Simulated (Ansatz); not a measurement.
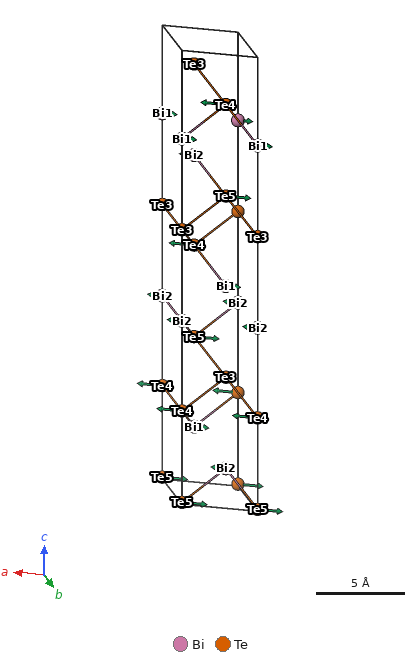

The lowest optical mode of crystalline Bi₂Te₃, space group R-3m (No. 166), at the zone centre. The green arrows are the displacements of the atoms (eigenvector over the root of the mass), of arbitrary overall length and sign. A ball-and-stick model of the conventional cell (3 times the calculation's cell), seen from a free direction. Lengths and directions refer to the drawn axes.

Computed with DFT LDA, scalar-relativistic, plane waves, PAW (Ansatz). (plane-wave cutoff 420 eV; k-point mesh 12 × 12 × 12; occupations fermi dirac; smearing width 0.15 eV; no spin polarisation)

The frequencies depend somewhat on the k-mesh and the smearing.

### Is this crystal at a minimum with respect to the drawn distortion?

No. This is the E_g mode (doubly degenerate; one member of the set is drawn) at 39i cm⁻¹, the lowest optical level, Raman-active by symmetry. The Te (3a) atoms stay at rest; all motion is along a; atoms of one kind move against one another, with no net shift of any sublattice; the kinetic energy is shared as Te 72 %, Bi 28 %. The frequency is imaginary, so the structure is unstable against this distortion. Freezing in the drawn pattern lowers the space group from R-3m to P-1 (No. 2).
